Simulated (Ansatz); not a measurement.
Al15Co (cell with a defect)

```
Co Al
1.0
    -4.04162   -4.04162    4.04162
     4.04162    4.04162    4.04162
    -4.04162    4.04162   -4.04162
Co Al
1 15
Cartesian
  0.0000 0.0000 0.0000
  -4.0416 2.0611 -2.0611
  -2.0611 4.0416 -2.0611
  -4.0416 0.0000 0.0000
  -1.9806 1.9806 0.0000
  0.0000 4.0416 0.0000
  -4.0416 -2.0611 2.0611
  -1.9806 0.0000 1.9806
  0.0000 1.9806 1.9806
  2.0611 4.0416 2.0611
  -2.0611 -2.0611 4.0416
  0.0000 0.0000 4.0416
  2.0611 2.0611 4.0416
  -4.0417 2.0610 2.0610
  -2.0610 4.0417 2.0610
  -2.0610 2.0610 4.0417
```

Spin-polarised.

Level of theory: DFT PBE, scalar-relativistic, plane waves, PAW in Ansatz.

The density is the valence pseudo-density of a PAW calculation; it isn't the true density close to the nuclei.

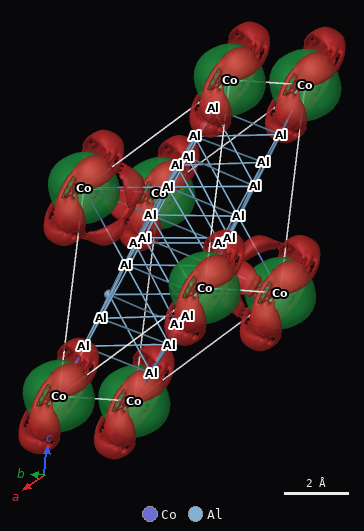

Figure 1. Isosurfaces of the magnetisation density (up minus down) at +0.004 (green) and −0.004 e/Å³ (red), seen at an oblique angle. Sticks mark near contacts.

**Describe the spin distribution.**

The spin density sits on Co: +0.6 μB in one cell of 16 atoms: a single local moment. The cell of the calculation (16 atoms) carries 0.5 μB of net spin moment.

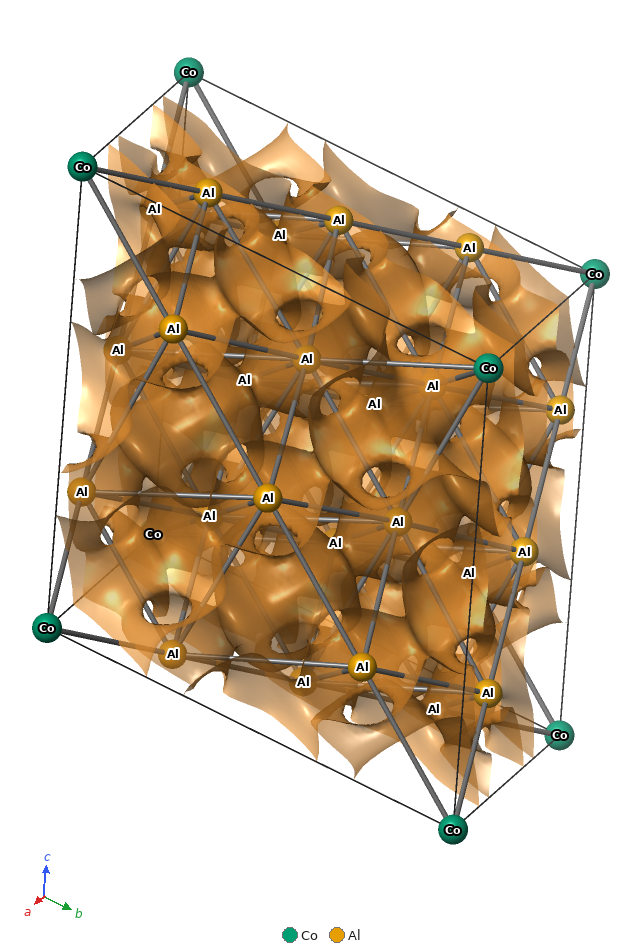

Figure 2. Isosurface of the electron localisation function at 0.55 (orange), seen slightly off an axis. Core shells and regions of very low density are left out. Sticks mark near contacts.

**What do the ELF domains correspond to?**

The surface consists of one network that runs through the whole crystal, counted in one cell of 16 atoms. Any copies at cell faces, edges or corners count once. Profiles from the grid: Al–Al (2.80 Å): the ELF peaks at about 0.65 between the atoms. Al–Co (2.80 Å): the ELF is about 0.45 at the midpoint.

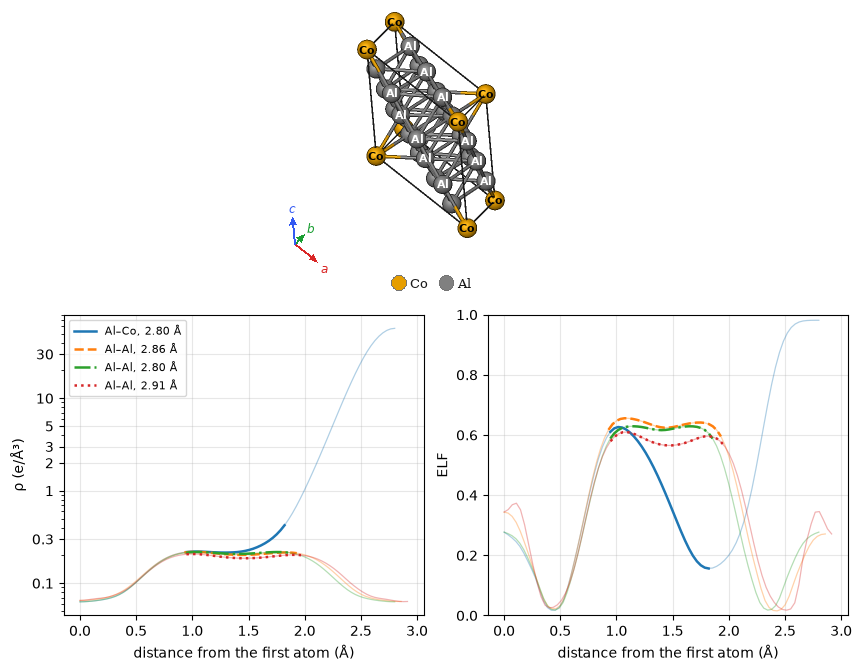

Figure 3. Valence charge density (pseudo) and ELF along straight lines between neighbouring atoms. Thin, pale parts lie inside the atomic spheres. The structure is drawn too.

**Compare the contacts.**

Al–Co (2.80 Å): ρ is about 0.22 e/Å³ halfway; the ELF is about 0.45 at the midpoint.
Al–Al (2.86 Å): ρ at the midpoint is about 0.2 e/Å³; the ELF peaks at about 0.65 between the atoms.
Al–Al (2.80 Å): ρ is about 0.21 e/Å³ halfway; the ELF peaks at about 0.65 between the atoms.
Al–Al (2.91 Å): the density is about 0.19 e/Å³ at the midpoint; the ELF peaks at about 0.60 between the atoms.

**Does the calculation give a band gap?**

It is metallic or semimetallic at this level of theory: no gap opens.
